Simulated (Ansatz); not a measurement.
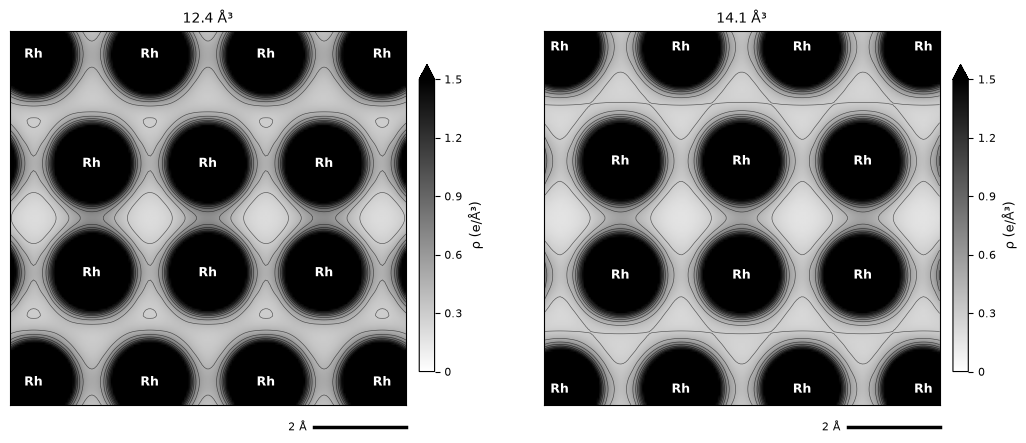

Rh. The valence charge density (pseudo) of cells scaled evenly to different volumes (given per atom above each panel), on the (110) plane of each (indices in the axes of the cell below), at one length scale and on one colour scale.

A generated structure, not necessarily the stable one; the program warned that a starting moment wasn't kept; spin-polarised, but the moments vanished.

Level of theory: Ansatz 0.2.0, DFT, m-r2SCAN, plane waves (500 eV) with PAW, scalar-relativistic.

The density is the valence pseudo-density of a PAW calculation; it isn't the true density close to the nuclei.

The largest cell:

```yaml
crystal:
  lattice:
    - [4.30037, 0.00000, 0.00000]
    - [-2.15018, 3.72423, 0.00000]
    - [0.00000, 0.00000, 2.63940]
  atoms:
    - { symbol: Rh, position: [0.00000, 0.00000, 0.00000] }
    - { symbol: Rh, position: [0.33333, 0.66667, 0.50000] }
    - { symbol: Rh, position: [0.66667, 0.33333, 0.50000] }
```

| volume (Å³/atom) | Rh–Rh contact in the plane (Å) | ρ at its midpoint (e/Å³) | 
| --- | --- | --- |
| 12.40 | 2.379 | 0.665 | 
| 12.96 | 2.415 | ? | 
| 14.09 | 2.483 | 0.546 | 

What values belong in the row with question marks?

Over the known rows ln ρ falls by 1.90 per Å of Rh–Rh distance (the line through the two), which gives 0.621 e/Å³ at 2.415 Å; the calculation gives 0.623 e/Å³.
